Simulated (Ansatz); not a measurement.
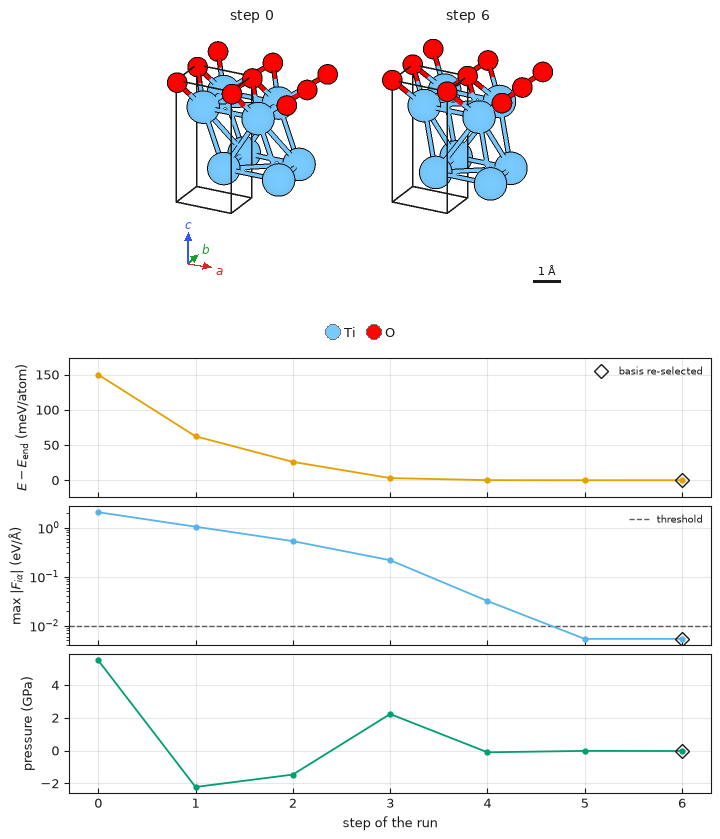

First and last geometry of a relaxation of crystalline Ti2O (set up in P1), with the history of the run. A ball-and-stick model of the cell of the calculation, repeated 2 × 2 × 1 with one cell outlined, seen slightly off an axis.

Case: all atoms moved at random, sigma 0.15 Å for each component; relaxed back.

All numbers below come from DFT PBEsol, scalar-relativistic, plane waves, PAW (Ansatz).

Input
```yaml
crystal:
  lattice:
    - [2.9529519773, 0.0, 0.0]
    - [-1.4764759887, 2.5573314285, 0.0]
    - [0.0, 0.0, 4.7237336589]
  atoms:
    - { symbol: Ti, position: [0.7076364522, 0.4247795416, 0.2868540911] }
    - { symbol: Ti, position: [0.2777056172, 0.5729302836, 0.7318659091] }
    - { symbol: O, position: [0.0146579306, 0.0022901748, -0.0187200002] }
basis:
  ecutwfc: 420
kpoints:
  mp_grid: { grid: [12, 12, 8] }
hamiltonian:
  xc: pbesol
scf:
  occupations: { method: gaussian, width: 0.15 }
output:
  forces: true
  stress: true
  eigenvalues: true
relax:
  adjacent_minimum: "off"
  f_tol: 0.01
  max_steps: 80
  cell: { stress_tol: 0.1 }
```

Run as
```bash
ansatz run input.yaml --threads 1 --pin off --max-ram 2560MiB --backend cpu --events-out ev --progress --plain --runs-dir out
```

### Read the history and describe the run.

It converged. Over 5 accepted moves (6 points after the start) the energy falls by 150 meV per atom. The largest force component goes from 2.1 to 0.0054 eV/Å. Pressure: 5.51 GPa at the start and −0.03 GPa at the end. The SCF was repeated once at an unchanged geometry on a basis and grid sized afresh for the cell, which shifted the energy by less than 0.05 meV per atom at most. The largest move relative to the cell is that of Ti1, 0.26 Å roughly along [−1 −3 −1]. By element the largest moves are Ti 0.26 Å, O 0.10 Å. The drawn cell changes at constant volume: a = b unchanged at 2.953 Å, c unchanged at 4.724 Å. Among the contacts that change: Ti1–Ti2 3.409 → 3.011 Å, Ti1–O3 2.365 → 2.109 Å, Ti2–O3 1.877 → 2.109 Å, Ti1–Ti2 (another image) 2.590 → 2.818 Å. Bond angles that change, for instance: Ti1–O3–Ti1 78.6° → 88.9°, Ti1–O3–Ti2 100.3° → 91.1°, Ti1–O3–Ti2 172.8° → 180.0°. The space group (tolerance 0.01 Å) goes from P1 (No. 1) to P-3m1 (No. 164).

```
step  E − E(0), meV/atom  largest force component, eV/Å  pressure, GPa  volume, Å³/atom                      note
   0                0.00                         2.0713           5.51           11.891                          
   1              -87.62                         1.0475          -2.22           12.220                          
   2             -123.96                         0.5318          -1.46           12.053                          
   3             -147.01                         0.2171           2.23           11.785                          
   4             -149.92                         0.0319          -0.10           11.903                          
   5             -150.03                         0.0054          -0.02           11.895                          
   6             -150.03                         0.0054          -0.03           11.895  same geometry, new basis
```
